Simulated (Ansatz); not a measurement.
## WSe₂: single-point calculation (part 2 of 2)

Continued. System: WSe₂ (P6₃/mmc, 6 atoms in the cell). Method: DFT LDA+U+J, scalar-relativistic, plane waves, PAW, U = 4 eV, J = 0.9 eV on W atom 1 d; U = 4 eV, J = 0.9 eV on W atom 2 d, spin-polarised (Ansatz 0.2.0); cutoff 420 eV, 7×7×2 k-mesh, Gaussian smearing of 0.05 eV, collinear spins. The structure derives from an entry of the Crystallography Open Database. It belongs to a series of runs on one base structure; here: from atoms, default search.

Geometry of the input (Å; fractional positions):
```
3.2900  0.0000  0.0000
-1.6450  2.8492  0.0000
0.0000  0.0000  12.9700
W  0.3333  0.6667  0.2500
W  0.6667  0.3333  0.7500
Se 0.3333  0.6667  0.6210
Se 0.6667  0.3333  0.1210
Se 0.3333  0.6667  0.8790
Se 0.6667  0.3333  0.3790
```

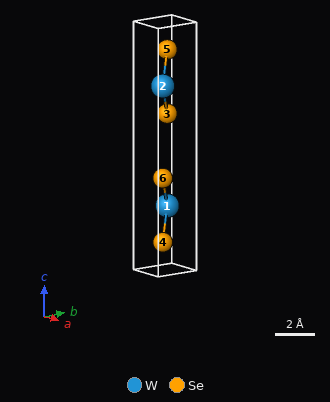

**Figure 1.** The structure (ball-and-stick view of the cell of the calculation, seen slightly off an axis; atoms are numbered from 1 in the order of the input).

The program's output, continued
```
SCF iter   1: F=—  HF=-41796.112372 eV  |F-HF|=—  |Δ(HF+E_count)|=         —  Δρ=5.08e-2 (↑5.08e-2 ↓5.08e-2)  dr2=1.98e0  dr2_m=2.58e0  M=0.000 μB ∫|m|=0.806 μB  β_m=0.30  ethr=2.13e-3  ⟨swp⟩=1.3  Hψ=8865  notcnv=0
preconditioner: auto → Resta (q_TF=auto, 2.604 Å⁻¹)  ε∞=5.2  [insulator: Δε(μ)=1.010 eV  Ē_g=9.827 eV  σ=0.050 eV  W_gap=1.00  n_scr=40 (ndim 8)  ℏωp=20.2 eV  f_vac=0.022  D(μ)=0.00/eV (n_scr^D=0)  ε∞_Penn≈5.2]
spin=Collinear: Resta preconditioning applied to the charge; magnetization (m = ρ↑ − ρ↓) channel mixes plain (no charge-response kernel on spin).
SCF iter   2: F=—  HF=-41796.232519 eV  |F-HF|=—  |Δ(HF+E_count)|=   1.20e-1  Δρ=3.67e-2 (↑3.67e-2 ↓3.67e-2)  dr2=1.08e0  dr2_m=1.34e0  M=0.000 μB ∫|m|=0.634 μB  β_m=0.30  ethr=2.13e-3  ⟨swp⟩=2.0  Hψ=2224  notcnv=0
SCF iter   3: F=—  HF=-41796.129651 eV  |F-HF|=—  |Δ(HF+E_count)|=   1.03e-1  Δρ=2.49e-2 (↑2.49e-2 ↓2.49e-2)  dr2=2.58e-2  dr2_m=6.87e-1  M=0.000 μB ∫|m|=0.503 μB  β_m=0.30  ethr=1.17e-3  ⟨swp⟩=2.6  Hψ=2822  notcnv=0  defer=52
SCF iter   4: F=—  HF=-41796.237519 eV  |F-HF|=—  |Δ(HF+E_count)|=   1.08e-1  Δρ=1.81e-2 (↑1.81e-2 ↓1.81e-2)  dr2=1.13e-2  dr2_m=3.62e-1  M=0.000 μB ∫|m|=0.390 μB  β_m=0.30  ethr=2.81e-5  ⟨swp⟩=2.3  Hψ=2865  notcnv=0  defer=79
SCF iter   5: F=—  HF=-41796.296049 eV  |F-HF|=—  |Δ(HF+E_count)|=   5.85e-2  Δρ=1.31e-2 (↑1.31e-2 ↓1.31e-2)  dr2=1.78e-3  dr2_m=1.92e-1  M=0.000 μB ∫|m|=0.305 μB  β_m=0.30  ethr=1.22e-5  ⟨swp⟩=2.0  Hψ=2274  notcnv=0  defer=79
SCF iter   6: F=—  HF=-41796.328727 eV  |F-HF|=—  |Δ(HF+E_count)|=   3.27e-2  Δρ=9.57e-3 (↑9.57e-3 ↓9.57e-3)  dr2=4.00e-4  dr2_m=1.02e-1  M=0.000 μB ∫|m|=0.238 μB  β_m=0.30  ethr=1.93e-6  ⟨swp⟩=2.0  Hψ=2348  notcnv=0  defer=79
SCF iter   7: F=—  HF=-41796.346697 eV  |F-HF|=—  |Δ(HF+E_count)|=   1.80e-2  Δρ=6.99e-3 (↑6.99e-3 ↓6.99e-3)  dr2=2.11e-5  dr2_m=5.44e-2  M=0.000 μB ∫|m|=0.186 μB  β_m=0.30  ethr=4.35e-7  ⟨swp⟩=2.1  Hψ=3192  notcnv=0  defer=79
Mixer restart at iter 7: flushing history
spin-set hold released at iteration 7 (site moments contracting): the magnetisation degrees of freedom join the quasi-Newton model from the next iteration; the mixer history was flushed
SCF iter   8: F=—  HF=-41796.356541 eV  |F-HF|=—  |Δ(HF+E_count)|=   9.84e-3  Δρ=5.13e-3 (↑5.13e-3 ↓5.13e-3)  dr2=2.12e-5  dr2_m=2.93e-2  M=0.000 μB ∫|m|=0.146 μB  β_m=0.65  ethr=2.30e-8  ⟨swp⟩=3.0  Hψ=3720  notcnv=0  defer=111
SCF iter   9: F=—  HF=-41796.369147 eV  |F-HF|=—  |Δ(HF+E_count)|=   1.26e-2  Δρ=3.23e-4 (↑3.23e-4 ↓3.23e-4)  dr2=1.08e-4  dr2_m=1.03e-4  M=0.000 μB ∫|m|=0.021 μB  β_m=0.75  ethr=2.30e-8  ⟨swp⟩=3.8  Hψ=4034  notcnv=0  defer=124
SCF iter  10: F=—  HF=-41796.369266 eV  |F-HF|=—  |Δ(HF+E_count)|=   1.19e-4  Δρ=1.52e-4 (↑1.52e-4 ↓1.52e-4)  dr2=9.89e-5  dr2_m=1.73e-5  M=0.000 μB ∫|m|=0.010 μB  β_m=0.77  ethr=2.30e-8  ⟨swp⟩=2.4  Hψ=3364  notcnv=0  defer=130
SCF iter  11: F=—  HF=-41796.369275 eV  |F-HF|=—  |Δ(HF+E_count)|=   8.98e-6  Δρ=5.45e-5 (↑5.45e-5 ↓5.44e-5)  dr2=7.03e-6  dr2_m=2.71e-6  M=0.000 μB ∫|m|=0.005 μB  β_m=0.87  ethr=2.30e-8  ⟨swp⟩=2.0  Hψ=3206  notcnv=0  defer=130
SCF iter  12: F=—  HF=-41796.369281 eV  |F-HF|=—  |Δ(HF+E_count)|=   5.56e-6  Δρ=1.40e-5 (↑1.40e-5 ↓1.40e-5)  dr2=2.17e-7  dr2_m=2.00e-7  M=0.000 μB ∫|m|=0.002 μB  β_m=0.94  ethr=7.64e-9  ⟨swp⟩=2.0  Hψ=2170  notcnv=0  defer=130
SCF iter  13: F=—  HF=-41796.369282 eV  |F-HF|=—  |Δ(HF+E_count)|=   1.18e-6  Δρ=5.73e-6 (↑5.73e-6 ↓5.73e-6)  dr2=1.36e-8  dr2_m=3.43e-8  M=0.000 μB ∫|m|=0.001 μB  β_m=0.92  ethr=1.09e-10  ⟨swp⟩=14.9  Hψ=14119  notcnv=0
iter 14 did not close the SCF: its close was put off for a magnetic moment that had not settled (scf_convergence_deferred on its scf_iter line)
SCF iter  14: F=-41796.369282 eV  HF=-41796.369282 eV  |F-HF|=1.83e-8  |Δ(HF+E_count)|=   2.42e-7  Δρ=2.40e-6 (↑2.40e-6 ↓2.40e-6)  dr2=1.66e-9  dr2_m=6.13e-9  M=0.000 μB ∫|m|=0.000 μB  β_m=0.96  ethr=1.48e-11  ⟨swp⟩=8.5  Hψ=12001  notcnv=0
iter 15 did not close the SCF: its close was put off for a magnetic moment that had not settled (scf_convergence_deferred on its scf_iter line)
SCF iter  15: F=-41796.369282 eV  HF=-41796.369282 eV  |F-HF|=5.31e-10  |Δ(HF+E_count)|=   5.15e-8  Δρ=4.42e-7 (↑4.42e-7 ↓4.41e-7)  dr2=1.06e-10  dr2_m=1.77e-10  M=0.000 μB ∫|m|=0.000 μB  β_m=0.98  ethr=1.81e-12  ⟨swp⟩=5.1  Hψ=10372  notcnv=0
SCF iter  16: F=-41796.369282 eV  HF=-41796.369282 eV  |F-HF|=0.00e0  |Δ(HF+E_count)|=   1.23e-9  Δρ=5.69e-8 (↑5.67e-8 ↓5.69e-8)  dr2=1.17e-11  dr2_m=1.27e-12  M=0.000 μB ∫|m|=0.000 μB  ethr=1.00e-12  ⟨swp⟩=4.9  Hψ=8951  notcnv=0
SCF 1 converged in 16 iterations: F = -41796.369282 eV  dr2 = 1.17e-11
  greatest PAW one-centre occupation: 1.000 electrons in one spin orbital (limit 2), on the W atom at site 0 (counted from 0), in its partial waves of l = 0
WARN: the starting moments were not kept: the SCF closed with an absolute magnetisation of 3.2e-6 μB, where they sum to 4 μB in size (2 sites). That is at most 0.1 of that sum. Measured as dr2_m measures the in/out step, that magnetisation stands 1.4e-12 eV from none, at or under the dr2_threshold of 1.0e-7 eV: it is no larger than a step whose dr2_m would equal this threshold. The system may hold no moment; this SCF shows only that its start led to no more than that. To try another start: raise the starting moments (crystal.atoms[].spin, magnetization.per_species, magnetization.initial_magnetization, or on a non-collinear deck that types none of these the spinor_matrix: blocks that start its atoms; where the total moment is fixed, keep their sum and leave initial_magnetization as it is; typed ones take the place of any that the run laid by itself, positive ones on a crystal's lanthanoids without a Hubbard term where scf.initial_density.shell_occupations: [] is typed) or, if the notice of its spin-set hold's release reads "site moments contracting" or "site moments show no strong build", lengthen the hold (scf.mixing.spin_hold: { on: { confirm: 4 } }; for m-r²SCAN on two components see the key's manual first). Each may lead to a state that holds a moment. A second SCF, from the converged charge density, with the starting moments and any scf.initial_density.shell_occupations laid on it anew, would have followed, and was not run: the deck does not ask for one (magnetization.retry_lost_moments is false, the default). To let it run, set magnetization.retry_lost_moments: true and run the deck again, where that key's refused combinations let it; where memory then withholds it, that run's warning says so.
SCF converged after 16 iterations
Magnetization: 0.0000 μB (46.0000 up, 46.0000 down)
Absolute magnetization: 0.0000 μB (∫|ρ↑−ρ↓|, with the PAW one-centre terms)
Spin contamination: 0.0000 ħ² per cell (⟨S²⟩ above its minimum at these occupations)
Per-site moments (μB) at R_I (Å): [(-5.08614563521777e-8, 1.044154378406521), (5.137858312711499e-8, 1.044154378406521), (1.8936727196307375e-8, 1.044154378406521), (-1.9282992896598426e-8, 1.0441543784065213), (1.8936727225623258e-8, 1.0441543784065217), (-1.9282992566559886e-8, 1.044154378406521)]
Free energy (F): -41796.369282 eV
Harris-Foulkes:  -41796.369282 eV  (|F-HF|=0.00e0)
Internal energy: -41796.369282 eV  (E = F + TS)
E sigma→0 (E₀):  -41796.369282 eV
Fermi energy:    13.064439 eV
--- Per-component energies (eV) ---
  E_band       = -1718.140384
  E_kinetic    = 1381.886603
  E_local      = -11477.470199  (includes V_loc(G=0)·N_el)
  E_nonlocal   = -2341.529100
  E_hartree    = 5501.402874
  E_xc         = -946.874029
  E_vxc        = -875.021651  (∫ρ·V_xc dr)
  E_hubbard    = -0.052245  (on-site DFT+U / exact-exchange correction)
  E_vhub       = -0.104491  (the Hubbard potential's part of the band-sum identity)
  E_paw        = -23928.319377  (= ΣΔE_a)
  E_vpaw       = 591.295135  (= ΣTr[D̂ρ^β])
  E_aug_tail   = -0.002526  (compensation charges beyond the density's cutoff)
  E_ewald      = -9994.847037
  E_core_change = 9.435755  (= ΣΔE_core)
  E_smearing   = -0.000000  (= −TS)
  E_closure    = -0.000000  (closes the sum)
  Σ components = -41796.369282   (vs F -41796.369282, Δ=0.00e0)
--- DFT+U+J on-site energies (Liechtenstein; amf double counting; per corrected site; eV) ---
  site 0 (l=d): U=4.0000  J=0.9000  Tr N=5.0499  E_int=41.286702  E_dc=41.312825  E_U=-0.026123
  site 1 (l=d): U=4.0000  J=0.9000  Tr N=5.0499  E_int=41.286690  E_dc=41.312813  E_U=-0.026123
--- Forces (eV/Å), atoms counted from 1 ---
  atom   1  W     -0.00000000     0.00000000     0.00000000
  atom   2  W      0.00000000     0.00000000     0.00000000
  atom   3  Se     0.00000000     0.00000000     0.35247683
  atom   4  Se     0.00000000     0.00000000     0.35247746
  atom   5  Se     0.00000000     0.00000000    -0.35247683
  atom   6  Se     0.00000000     0.00000000    -0.35247746
  max |Σ_I F_I| component: 5.55e-17 eV/Å
--- Stress (GPa, compression-positive) ---
       -3.965987       0.000000       0.000000
       -0.000000      -3.965987       0.000000
        0.000000       0.000000      -3.739347
  P = ⅓ Tr σ = -3.8904 GPa (-38.904 kbar)
--- Band table (eV; the first three rows and the last of 32) ---
  k-point 0 ↑: bands = ["-61.6307", "-61.6306", "-35.3418", "-35.3418", "-35.3418", "-35.3418", "-35.3412", "-35.3412", "-35.3411", "-35.3411", "-35.3142", "-35.3142", "-35.3139", "-35.3139", "-35.3130", "-35.3130", "-35.3127", "-35.3127", "-35.3027", "-35.3025", "-35.3005", "-35.3002", "-25.8900", "-25.8900", "-25.7700", "-25.7700", "-25.7700", "-25.7700", "-2.6649", "-2.4110", "-1.4952", "-1.0722", "5.4555", "6.5497", "8.9865", "9.9188", "9.9188", "9.9355", "9.9355", "11.1447", "11.1447", "11.2015", "11.2015", "11.3514", "11.6037", "12.4938", "15.3015", "15.3015", "15.3317", "15.3317", "15.3502", "15.3502", "15.5413", "15.5413", "16.9816", "17.7210", "20.2349", "20.6661"]
  k-point 1 ↑: bands = ["-61.6306", "-61.6306", "-35.3418", "-35.3418", "-35.3418", "-35.3418", "-35.3411", "-35.3411", "-35.3411", "-35.3411", "-35.3140", "-35.3140", "-35.3140", "-35.3140", "-35.3128", "-35.3128", "-35.3128", "-35.3128", "-35.3026", "-35.3026", "-35.3004", "-35.3004", "-25.8900", "-25.8900", "-25.7700", "-25.7700", "-25.7700", "-25.7700", "-2.5568", "-2.5568", "-1.2676", "-1.2676", "5.9131", "5.9131", "9.9270", "9.9270", "9.9270", "9.9270", "9.9951", "9.9952", "11.1730", "11.1730", "11.1730", "11.1730", "12.3019", "12.3019", "15.2989", "15.2989", "15.2989", "15.2989", "15.4630", "15.4630", "15.4630", "15.4630", "17.3820", "17.3820", "20.4199", "20.4199"]
  k-point 2 ↑: bands = ["-61.6286", "-61.6285", "-35.3416", "-35.3416", "-35.3413", "-35.3413", "-35.3410", "-35.3409", "-35.3404", "-35.3403", "-35.3143", "-35.3143", "-35.3141", "-35.3140", "-35.3135", "-35.3132", "-35.3131", "-35.3128", "-35.3023", "-35.3021", "-35.3001", "-35.2998", "-25.8807", "-25.8807", "-25.8150", "-25.8150", "-25.7804", "-25.7804", "-2.3629", "-2.1123", "-1.3235", "-0.9321", "5.8477", "6.9361", "8.7257", "9.0773", "9.1282", "10.0845", "10.2025", "10.2396", "10.6704", "10.7438", "10.9367", "11.3929", "11.7202", "12.0055", "14.3987", "14.8709", "14.9469", "14.9484", "15.1467", "15.2143", "15.7082", "15.8727", "18.3237", "18.9684", "20.9672", "21.4260"]
  k-point 15 ↓: bands = ["-61.6191", "-61.6191", "-35.3405", "-35.3405", "-35.3395", "-35.3395", "-35.3382", "-35.3382", "-35.3382", "-35.3382", "-35.3158", "-35.3158", "-35.3150", "-35.3150", "-35.3140", "-35.3140", "-35.3138", "-35.3138", "-35.3004", "-35.3004", "-35.2979", "-35.2979", "-25.9605", "-25.9605", "-25.8950", "-25.8950", "-25.8365", "-25.8365", "-0.3587", "-0.3587", "-0.1699", "-0.1699", "6.7604", "6.7604", "7.0699", "7.0699", "8.1643", "8.1643", "8.4816", "8.4816", "9.1898", "9.1898", "10.1027", "10.1027", "11.9792", "11.9792", "14.0533", "14.0533", "15.0633", "15.0633", "15.5448", "15.5448", "16.9942", "16.9942", "18.4519", "18.4519", "19.4607", "19.4607"]
Occupation matrices written to [file]
--- Löwdin populations: 6 sites ---
  site symbol       q [e]    m [muB]
     0      W     13.6337    -0.0000
     1      W     13.6337     0.0000
     2     Se     16.0848     0.0000
     3     Se     16.0848    -0.0000
     4     Se     16.0848     0.0000
     5     Se     16.0848    -0.0000
  spilling = 0.004274 (of n_electrons = 92.000000)
--- Occupation matrices: 2 shells (run DFT+U table (all-electron-ortho-atomic); ε = 2.93e-4) ---
  W0 d_5D: site group D3h (-6m2)
  W0 d_5D up     Tr n = 2.5250  λ = 0.461 0.461 0.515 0.515 0.571  [2× xz 0.50 E''(1.00) | 2× x2-y2 0.50 E'(1.00) | z2 1.00 A1'(1.00)]
  W0 d_5D dn     Tr n = 2.5250  λ = 0.461 0.461 0.515 0.515 0.571  [2× xz 0.50 E''(1.00) | 2× x2-y2 0.50 E'(1.00) | z2 1.00 A1'(1.00)]
  W1 d_5D: site group D3h (-6m2)
  W1 d_5D up     Tr n = 2.5250  λ = 0.461 0.461 0.515 0.515 0.571  [2× xz 0.50 E''(1.00) | 2× x2-y2 0.50 E'(1.00) | z2 1.00 A1'(1.00)]
  W1 d_5D dn     Tr n = 2.5250  λ = 0.461 0.461 0.515 0.515 0.571  [2× xz 0.50 E''(1.00) | 2× x2-y2 0.50 E'(1.00) | z2 1.00 A1'(1.00)]
  Tr n, λ and their labels are of the run-group-symmetrised matrices; stabiliser: 48 of 48 elements of G0×{1,Θ} (closed), max defect 2.2e-6 at τ = 6.2e-5
```

Results in brief

```tsv
quantity	value
outcome	converged
space group (tolerance 0.01 Å)	P6₃/mmc (194)
electrons treated	92
free energy	−41796.3693 eV
Fermi energy	13.064 eV
gap on the k-point mesh	1.15 eV
net moment of the cell	0.00 μB
integrated absolute moment	0.00 μB
pressure	−3.89 GPa
largest force (length of the vector)	0.352 eV/Å
hardware	4 threads of Arm Neoverse V2, 24 GiB of memory available, shared host
wall time	13 s (CPU time 49 s)
peak memory	0.58 GiB
```

Notes

The program warns: some starting moments were not kept. Spin–orbit coupling is left out, which matters for W.
